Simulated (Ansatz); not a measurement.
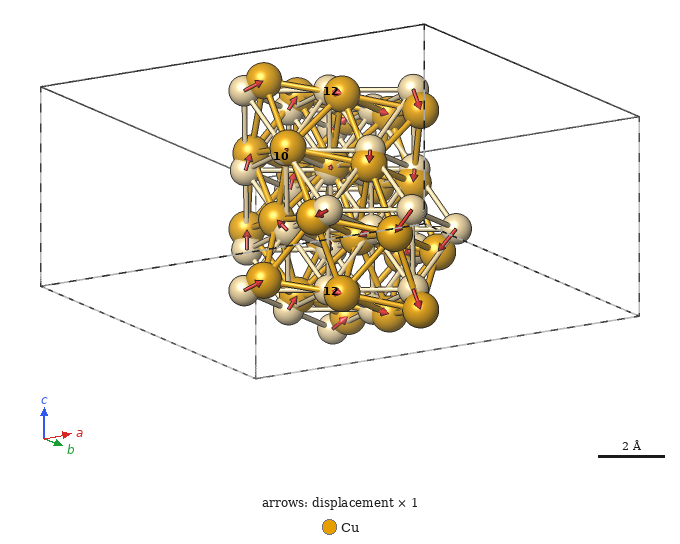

A relaxation of a wire of composition Cu. The starting structure is drawn faded, the final one solid; red arrows show the displacements, at their true length.

Style: ball-and-stick. Shown: the cell of the calculation, with the vacuum cut short, from a free direction.

Case: wire along [1 1 1], 21 atoms a period.

Method: DFT PBE, scalar-relativistic, plane waves, PAW in Ansatz 0.2.0. (plane-wave cutoff 420 eV; k-point mesh 1 × 1 × 9; occupations gaussian; smearing width 0.05 eV; no spin polarisation; cell relaxed at fixed a, b, alpha, beta, gamma; force threshold 0.02 eV/Å; at most 45 steps)

### What happened in the run?

The largest moves relative to the centre of the atoms, 0.91 Å, are those of Cu atoms. Along the periodic axis the drawn cell goes c 6.287 → 6.280 Å (−0.1 %). Some distances before and after: Cu–Cu 3.630 → 2.453 Å, Cu–Cu 3.630 → 2.526 Å, Cu–Cu 3.630 → 2.644 Å, Cu–Cu 2.567 → 3.534 Å. New bonds form, among them: Cu–Cu (3.63 → 2.45 Å), Cu–Cu (3.63 → 2.53 Å), Cu–Cu (3.63 → 2.64 Å). Bonds break, among them: Cu–Cu (2.57 → 3.44 Å), Cu–Cu (2.57 → 3.53 Å). Among the angles between lasting bonds that change: Cu–Cu–Cu 60.0° → 93.1°, Cu–Cu–Cu 60.0° → 92.4°, Cu–Cu–Cu 120.0° → 151.4°. After 9 accepted moves (10 points after the start) the energy has fallen by 1.165 eV per cell of the calculation. Largest force component: 0.91 eV/Å at the start, 0.018 eV/Å at the end. The SCF was repeated once at an unchanged geometry on a basis and grid sized afresh for the cell, which shifted the energy by 0.3 meV per cell of the calculation at most.
